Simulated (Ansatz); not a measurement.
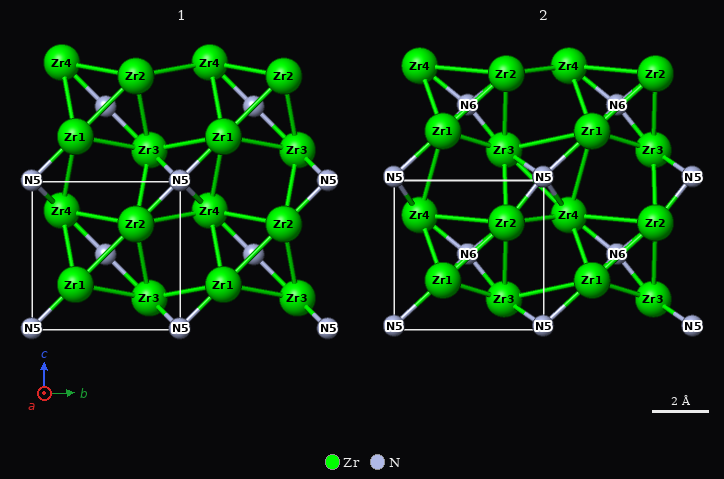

Two geometries of solid Zr2N (set up in P1), drawn at one scale. One is the start of a relaxation, the other its converged end. A ball-and-stick model of the cell of the calculation, reduced to other axes, repeated 1 × 2 × 2 with one cell outlined, seen along the a axis. Lengths and directions refer to the drawn axes.

The calculation used DFT PBEsol, scalar-relativistic, plane waves, PAW in Ansatz 0.2.0. Settings: plane-wave cutoff 420 eV; k-point mesh 4 × 4 × 6; occupations gaussian; smearing width 0.1 eV; no spin polarisation; cell and atoms relaxed; force threshold 0.005 eV/Å; at most 100 steps.

> Which geometry has the lower energy?

Structure 1 is the relaxed one. Case: cure: more steps. The energy falls by 405 meV per atom in 6 accepted moves (8 points after the start). Largest force component: 4.7 eV/Å at the start, 0.00019 eV/Å at the end. Pressure: 3.28 GPa at the start and 0.00 GPa at the end. At 2 points the geometry stayed and the basis and grid were re-selected for the new cell (energy shift of 0.5 meV per atom at most each time). Zr3 moves most relative to the cell: 0.30 Å roughly along +b. Largest moves by element: Zr 0.30 Å, N 0.10 Å. The drawn cell changes as follows: a 3.308 → 3.271 Å (−1.1 %), b = c 5.413 → 5.370 Å (−0.8 %); the volume changes by −2.7 %. Near-neighbour distances that change, for instance: Zr1–Zr3 3.686 → 3.182 Å, Zr1–Zr3 (another image) 3.635 → 3.182 Å, Zr1–Zr4 3.612 → 3.182 Å, Zr2–Zr4 3.576 → 3.182 Å. Among the angles between lasting bonds that change: Zr3–N5–Zr4 164.4° → 180.0°, Zr3–N5–Zr4 164.5° → 180.0°, Zr1–N6–Zr2 166.2° → 180.0°. The space group (tolerance 0.01 Å) goes from P1 (No. 1) to P4_2/mnm (No. 136). Cost: 70 s on 1 thread of Intel(R) Xeon(R) 6975P-C (Granite Rapids) (shared host), peak memory 0.47 GiB.
